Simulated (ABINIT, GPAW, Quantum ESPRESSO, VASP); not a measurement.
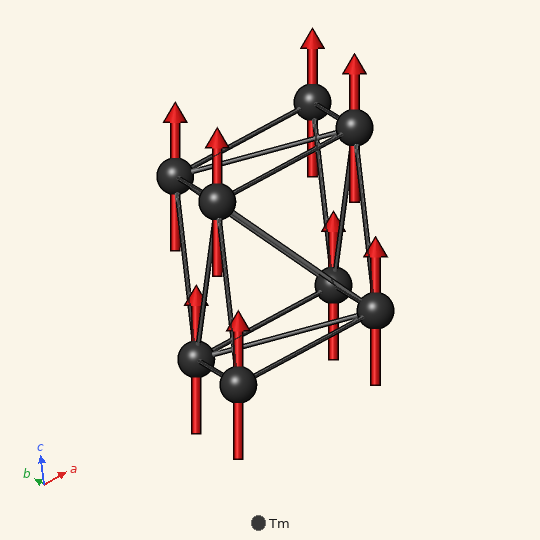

Tm, face-centred cubic (Cu type), space group Fm-3m (No. 225), a = 4.936 Å, b = 4.936 Å, c = 4.936 Å, α = 90.00°, β = 90.00°, γ = 90.00°. The run's cell of 1 atom, with the site moments from VASP (PBE potentials, release 64 Tm) as arrows (above 0.25 μB; red up, blue down). The cell is a structure listed in the Materials Project. This isn't the form of Tm at room conditions, which is hcp.

One fixed geometry in four programs or potential sets. Alike in all runs: functional PBE; k mesh 9 × 9 × 9 on the run's cell of 1 atom; occupations fermi-dirac, width 0.05 eV; collinear spin, ferromagnetic start; no spin-orbit coupling. All runs are metallic.

```tsv
program	pressure (GPa)	net moment (μB per cell of 1)
ABINIT (JTH PAW PBE v2.0)	?	?
VASP (PBE potentials, release 64 Tm)	3.5	0.96
GPAW (PAW data 1.2.1)	4.2	0.98
Quantum ESPRESSO (SSSP 1.3 efficiency)	2.8	1.05
```

**Estimate the row of ABINIT (JTH PAW PBE v2.0).**

A pressure of 3.0 GPa and a moment of 0.14 μB. The other rows span 2.8 to 4.2 GPa and 0.96 to 1.05 μB.

**Is this cell larger or smaller than the equilibrium cell of this functional?**

Smaller: all pressures given are positive (2.8 to 4.2 GPa), so its volume would grow.

Plane-wave pressures hold the error of each finite cutoff. Each run keeps the magnetic state that it reached from a ferromagnetic start.

Notes on single rows: GPAW (PAW data 1.2.1): one-centre terms of the f shell are cut off.

Caveat: semilocal functionals without U treat localised f shells poorly, and where the shell is open runs can settle in different occupations.
